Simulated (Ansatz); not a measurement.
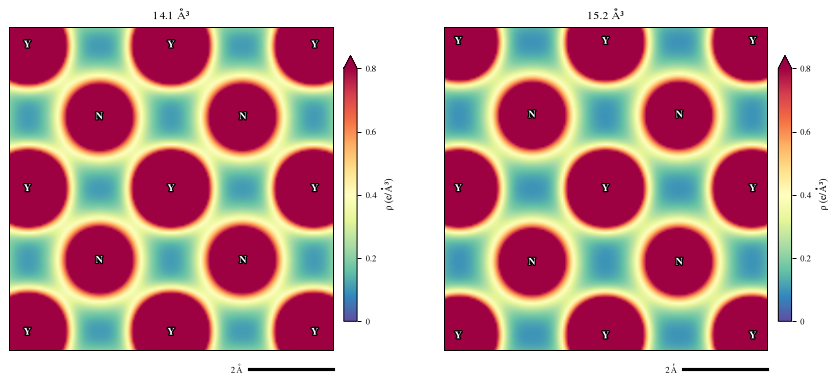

YN. The valence electron density of cells scaled evenly to different volumes (given per atom above each panel), on the (011) plane of each (indices in the axes of the cell below), at one length scale and on one colour scale.

Theory: DFT, PBE, PAW with Ansatz's default frozen-core files, scalar-relativistic in Ansatz 0.2.0.

The density is the valence pseudo-density of a PAW calculation; it isn't the true density close to the nuclei.

The largest cell:

```
Y N
1.0
     0.00000    2.47848    2.47848
     2.47848    0.00000    2.47848
     2.47848    2.47848    0.00000
Y N
1 1
Direct
  0.00000 0.00000 0.00000
  0.50000 0.50000 0.50000
```

| volume (Å³/atom) | Y–N contact in the plane (Å) | ρ at its midpoint (e/Å³) | pressure (GPa) | 
| --- | --- | --- | --- |
| 14.14 | 2.418 | 0.360 | 7.5 | 
| 14.50 | 2.438 | ? | ? | 
| 15.23 | 2.478 | 0.319 | −4.6 | 

**Estimate the missing row, and compare with the calculation.**

Over the known rows ln ρ falls by 2.02 per Å of Y–N distance (the line through the two), which gives 0.346 e/Å³ at 2.438 Å; the calculation gives 0.346 e/Å³. For the pressure, a straight line in volume between the neighbouring rows gives 3.5 GPa; the calculation gives 2.9, lower because pressure rises ever faster on compression.
